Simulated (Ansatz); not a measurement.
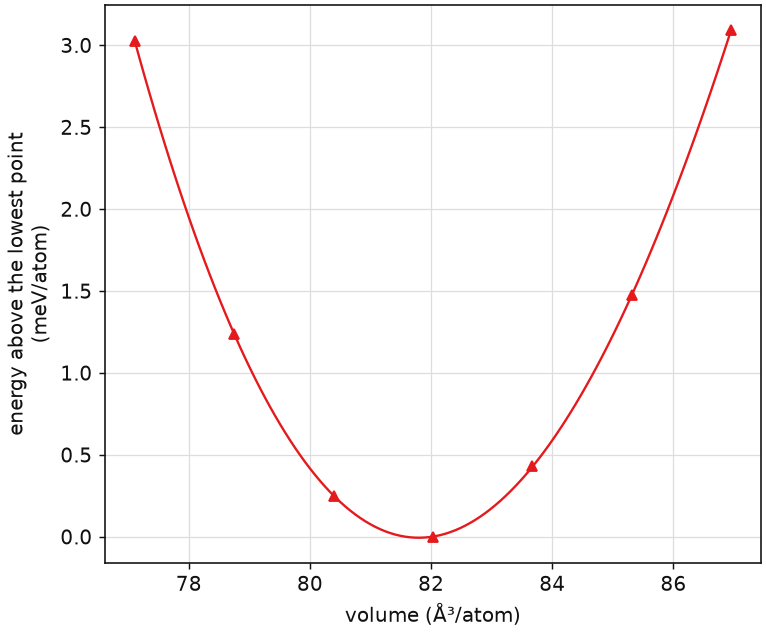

The figure shows the energy above the lowest point against volume for Yb, space group Fd-3m (No. 227) (one of a set of cubic test structures, which need not be the stable phase).

How it was computed, with Ansatz 0.2.0 development build: equation of state of a cubic crystal from periodic Kohn-Sham density functional theory without spin, third-order Birch-Murnaghan fit to the free energies; pressure corrected for the finite basis. Level: PBE.

- structure type: diamond
- atoms in cell: 2
- space group number: 227
- lattice centring: face-centred primitive
- k mesh: 22×22×22
- occupation method: Fermi–Dirac
- occupation width: 0.06123 eV
- wave cutoff: 420 eV
- datasets: soft-1 PAW
- density tolerance: 1.6e−07 eV
- bands: 30
- density cutoff ratio: 4
- search for lower states: default

From this curve and the settings, what does the calculation give for the pressure at the same points?

The pressure falls from 0.21 GPa at volume 77.11 Å³/atom to −0.18 GPa at 86.95 Å³/atom, and changes sign near 81.8 Å³/atom.

```json
{"volume (Å³/atom)": "77.11", "pressure (GPa)": "0.21"}
{"volume (Å³/atom)": "78.75", "pressure (GPa)": "0.13"}
{"volume (Å³/atom)": "80.39", "pressure (GPa)": "0.06"}
{"volume (Å³/atom)": "82.03", "pressure (GPa)": "-0.01"}
{"volume (Å³/atom)": "83.67", "pressure (GPa)": "-0.07"}
{"volume (Å³/atom)": "85.31", "pressure (GPa)": "-0.13"}
{"volume (Å³/atom)": "86.95", "pressure (GPa)": "-0.18"}
```

Note: cubic model structure, not the ambient form; semilocal functionals place the filled 4f shell too high and overbind.
